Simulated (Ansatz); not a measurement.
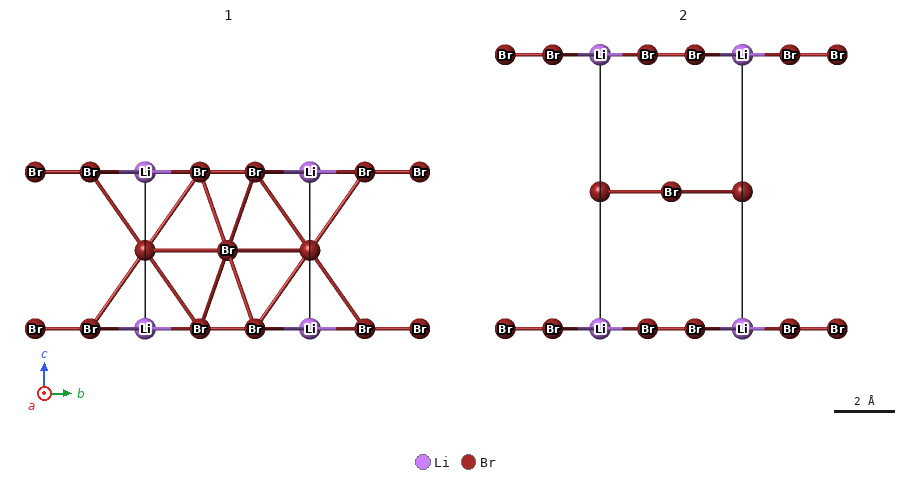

Two geometries of a crystal of LiBr₅ (a generated structure, set up in P6/mmm), drawn at one scale. One is the start of a relaxation, the other its converged end. A ball-and-stick model of the cell of the calculation, seen along the a axis.

These are results of DFT PBE, scalar-relativistic, plane waves, PAW (Ansatz 0.2.0), not measurements. Settings: plane-wave cutoff 420 eV; k-point mesh 6 × 6 × 8; occupations gaussian; smearing width 0.1 eV; no spin polarisation; cell and atoms relaxed; force threshold 0.01 eV/Å; at most 80 steps.

Which of the two is the end point?

Structure 2 is the relaxed one. The atoms keep their places relative to the cell (all moves are under 0.005 Å). The drawn cell changes as follows: a = b 6.412 → 5.537 Å (−13.7 %), c 5.277 → 9.229 Å (+74.9 %); the volume changes by +30.4 %. Some distances before and after: Br–Br 3.223 → 4.884 Å, Br–Li 3.702 → 3.197 Å, Br–Br 3.702 → 3.197 Å, Br–Br 3.206 → 2.768 Å. The space group stays P6/mmm (No. 191). The energy falls by 325 meV per atom in 19 accepted moves (22 points after the start). All forces vanish by symmetry, so only the cell relaxes. The pressure goes from 0.41 to 0.00 GPa. At 3 points the geometry stayed and the basis and grid were re-selected for the new cell (energy shift of 26.5 meV per atom at most each time). The run took 3.5 min on 1 thread of Arm Neoverse V2, on a shared host, peak memory 0.52 GiB.
